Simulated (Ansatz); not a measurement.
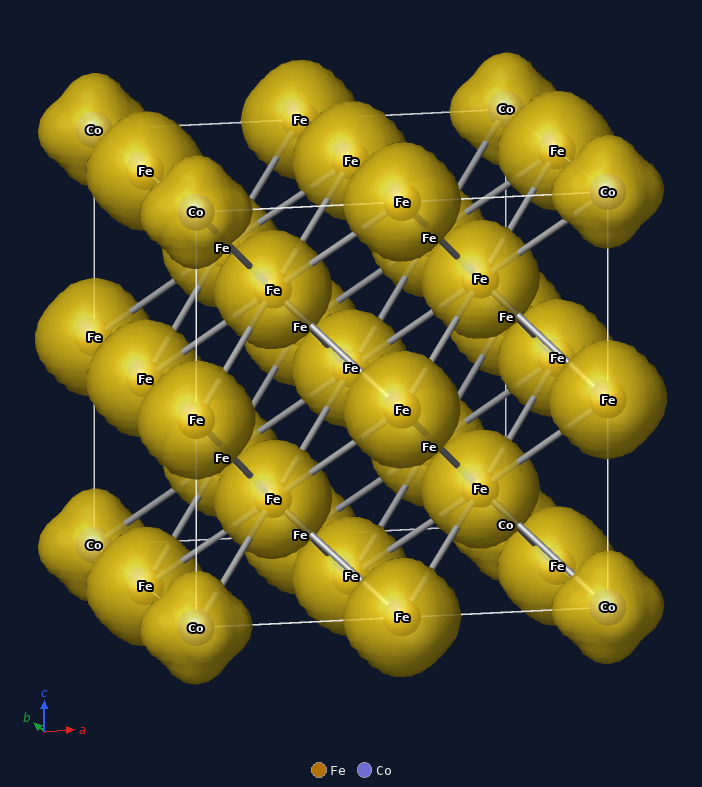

Figure 1: Fe$_{15}$Co. Isosurface of the magnetisation density (up minus down) at +0.3 e/Å³ (yellow), seen slightly off an axis. Sticks mark near contacts.

Space group Pm-3m; a structure from a database of computed crystals, not necessarily the ambient phase; changed on purpose from its base cell (volume × 0.97, shape and atoms relaxed); computed pressure about 5 GPa in this cell; spin-polarised.

The calculation used DFT r2SCAN, scalar-relativistic, plane waves, PAW in Ansatz.

Core electrons are frozen (PAW), and the valence fields are smoothed inside the atomic spheres.

Q: Describe the spin distribution.

A: The spin density sits on Fe: +2.8 μB (×15); Co: +1.9 μB in one cell of 16 atoms: parallel main moments (a ferromagnetic arrangement) in this solution. The cell of the calculation (16 atoms) carries 40.8 μB of net spin moment.
